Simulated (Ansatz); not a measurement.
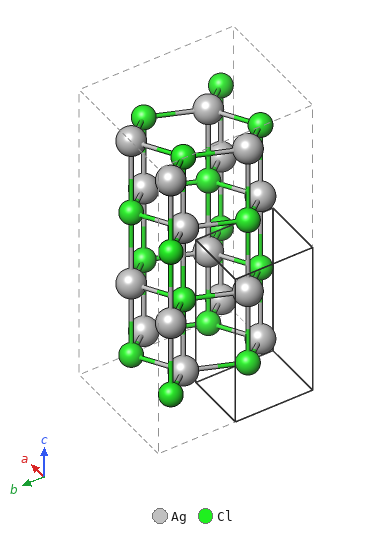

Ball-and-stick drawing of the structure, looking from a general direction. Solid lines give the unit cell, repeated here 2×2×2 times.

AgCl, a = 4.46 Å, b = 4.46 Å, c = 5.72 Å, α = 90.00°, β = 90.00°, γ = 120.00°.

Results below were computed with DFT, HSE06, plane waves, PAW in Ansatz 0.2.0; the settings were a kinetic-energy cutoff of 420 eV, a 6×6×4 k-point grid, no spin polarisation.

**Does it come out as a metal, or with a gap?**

A semiconductor at this level, with a gap of 2.82 eV, direct.

**Give the pressure and its sign.**

The computed pressure is 2.3 GPa (compressed: it would expand).

The structure was taken from a structure type filled with these elements by a generator (whether the compound takes this form wasn't checked). The cell was then strained or its atoms displaced on purpose. A calculation with Ansatz used it as input.
